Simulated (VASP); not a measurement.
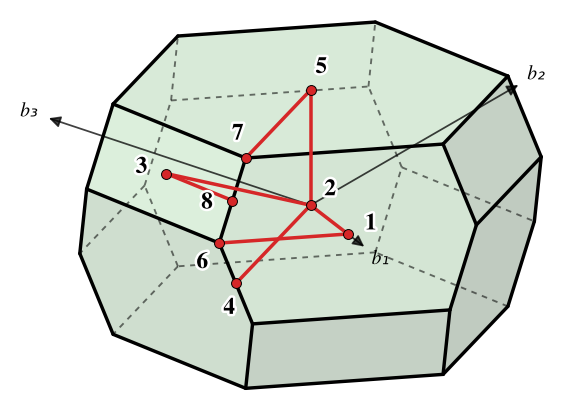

The first Brillouin zone of a rhombohedral lattice (hR; extended symbol hR1) is drawn with its special points numbered. Crystal: BN, a cell listed in the Materials Project, as set up for an electronic-structure calculation. The drawing is computed from the coordinates (standard cell, symmetry found to 0.002 Å).

a = 2.502 Å, b = 2.502 Å, c = 10.119 Å, α = 90.00°, β = 90.00°, γ = 120.00°.

Labels and path follow the convention of Hinuma et al. (2017), as computed by seekpath; the arrows show the directions of the reciprocal primitive vectors b₁, b₂, b₃, in which coordinates are given.

Give the label and coordinates of each numbered point.

Answer.
| no. | label | coordinates |
| --- | --- | --- |
| 1 | L | (1/2, 0, 0) |
| 2 | Γ | (0, 0, 0) |
| 3 | F | (1/2, 0, 1/2) |
| 4 | S₀ | (0.349, −0.349, 0) |
| 5 | T | (1/2, 1/2, 1/2) |
| 6 | H₀ | (1/2, −0.197, 0.197) |
| 7 | H₂ | (0.803, 0.197, 1/2) |
| 8 | S₂ | (0.651, 0, 0.349) |
